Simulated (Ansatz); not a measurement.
Sn: several calculations on one system

Part 1: Vibrations

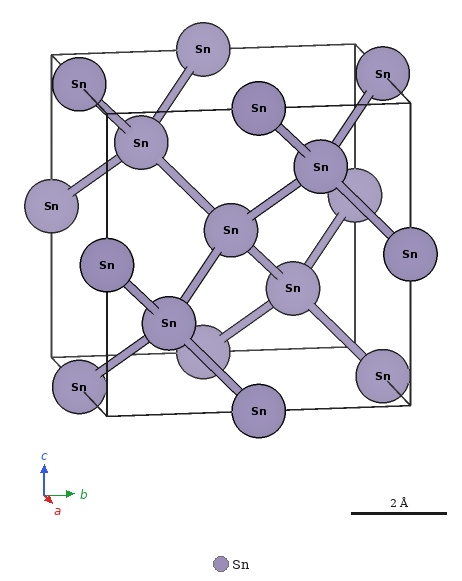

Phonons of solid Sn, at the zone centre. Style: ball-and-stick. Shown: the conventional cell (4 times the calculation's cell), slightly off an axis. Lengths and directions refer to the drawn axes.

Theory: DFT PBEsol, scalar-relativistic, plane waves, PAW (Ansatz). Set-up: plane-wave cutoff 420 eV; k-point mesh 12 × 12 × 12; occupations fermi dirac; smearing width 0.15 eV; no spin polarisation.

The frequencies depend somewhat on the k-mesh and the smearing.

Give the spectrum at this point.

Answer. The calculation's cell holds 2 atoms, so there are 3 optical modes, in 1 level. The optical modes span T₂g. No level is unstable.

```tsv
level	symmetry	frequency (cm⁻¹)	activity
1	T₂g	182	Raman-active
```

The displacement patterns (one member of each degenerate set):

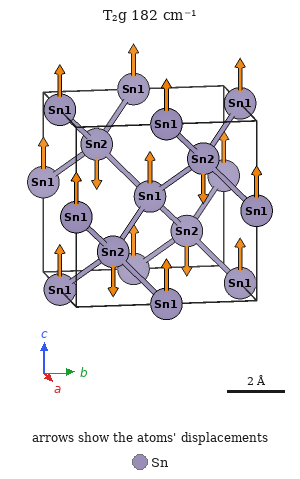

Part 2: Vibrations

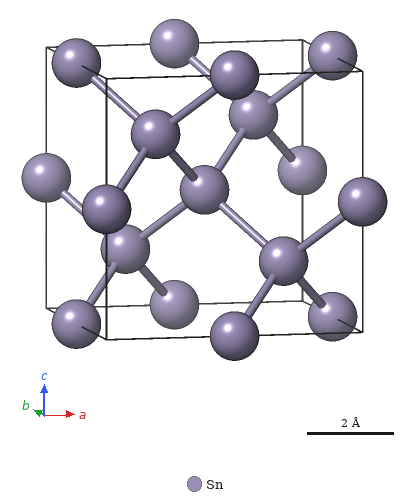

Normal modes of solid Sn relaxed at 11 GPa, space group Fd-3m (No. 227), at the zone centre. Style: ball-and-stick. Shown: the conventional cell (4 times the calculation's cell), slightly off an axis. Lengths and directions refer to the drawn axes.

Theory: DFT PBEsol, scalar-relativistic, plane waves, PAW (Ansatz). (plane-wave cutoff 420 eV; k-point mesh 12 × 12 × 12; occupations fermi dirac; smearing width 0.15 eV; target pressure 11 GPa; no spin polarisation)

Frequencies are those without the non-analytic (LO–TO) term.

Which optical modes does it have, at what frequencies, and is it stable there?

The calculation's cell holds 2 atoms, so there are 3 optical modes, in 1 level. The optical modes span T₂g. No level is unstable.

| level | symmetry | frequency (cm⁻¹) | activity |
| --- | --- | --- | --- |
| 1 | T₂g | 226 | Raman-active |

The modes drawn as arrows (one member of each degenerate set):

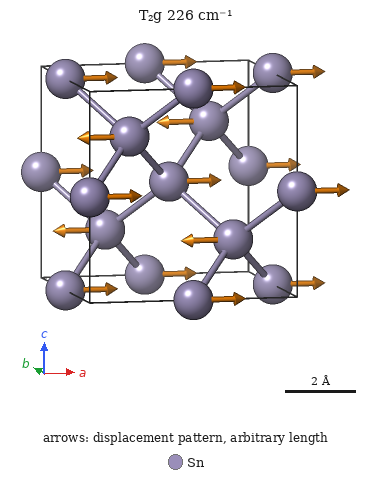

Part 3: One mode

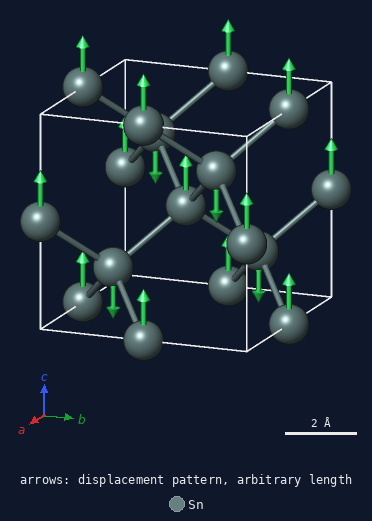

One vibrational mode of solid Sn relaxed at 5 GPa at the zone centre. Displacements are drawn as green arrows; their common scale and sign are arbitrary. Style: ball-and-stick. Shown: the conventional cell (4 times the calculation's cell), slightly off an axis. Lengths and directions refer to the drawn axes.

These are results of DFT PBEsol, scalar-relativistic, plane waves, PAW (Ansatz), not measurements. Set-up: plane-wave cutoff 420 eV; k-point mesh 12 × 12 × 12; occupations fermi dirac; smearing width 0.15 eV; target pressure 5 GPa; no spin polarisation.

The frequencies depend somewhat on the k-mesh and the smearing.

Describe the mode and give its frequency.

Answer. This is the T₂g mode (triply degenerate; one member of the set is drawn) at 206 cm⁻¹, the only optical level, Raman-active by symmetry. All motion is along c; atoms of one kind move against one another, with no net shift of their sublattice.
